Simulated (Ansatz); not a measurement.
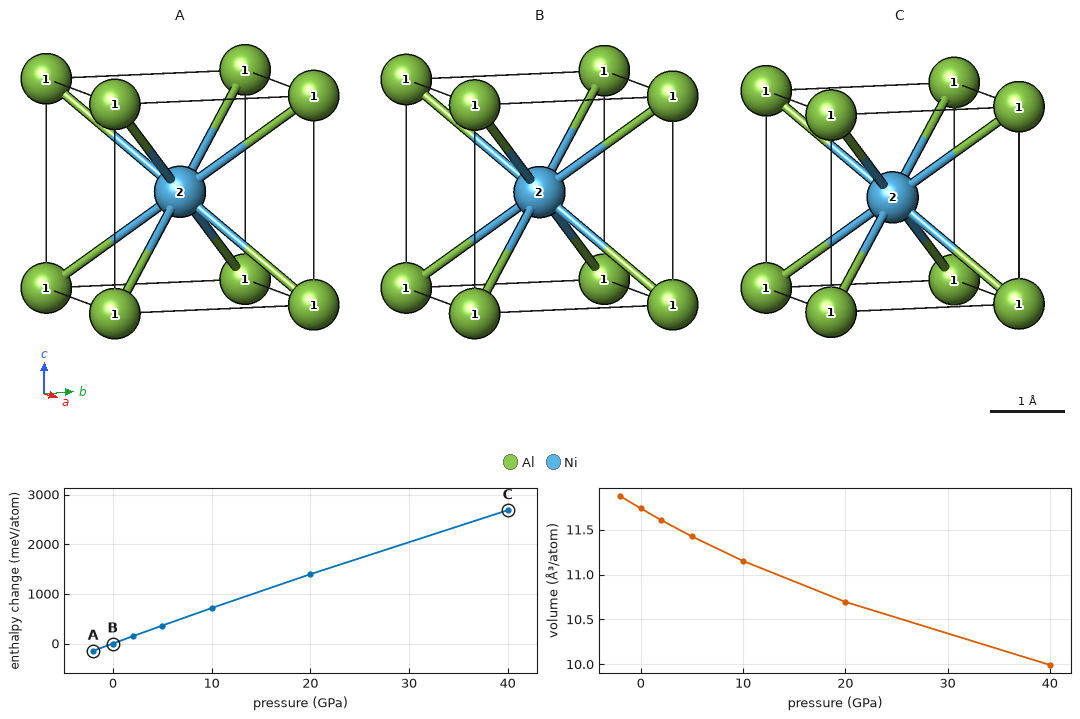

Members of a series of calculations on a crystal of AlNi (set up in Cmmm), marked on the first curve. The picture is a ball-and-stick view of the cell of the calculation, seen slightly off an axis.

Computed with DFT r2SCAN, scalar-relativistic, plane waves, PAW (Ansatz). (plane-wave cutoff 500 eV; occupations gaussian; smearing width 0.1 eV; no spin polarisation) The k-mesh is chosen for each cell (16×16×14, 16×16×16).

> How does the crystal respond to pressure?

The structure is relaxed at several pressures. A (pressure −2.0 GPa): enthalpy change −147 meV/atom, volume 11.87 Å³ per atom. B (pressure 0.0 GPa): enthalpy change 0.0 meV/atom, volume 11.74 Å³ per atom. C (pressure 40.0 GPa): enthalpy change 2684 meV/atom, volume 9.99 Å³ per atom. The rest compares A with C. The drawn cell changes as follows: a = b 2.871 → 2.714 Å (−5.5 %), c 2.881 → 2.714 Å (−5.8 %); the volume changes by −15.8 %. Among the bonded contacts that change: Al–Ni 2.489 → 2.350 Å.
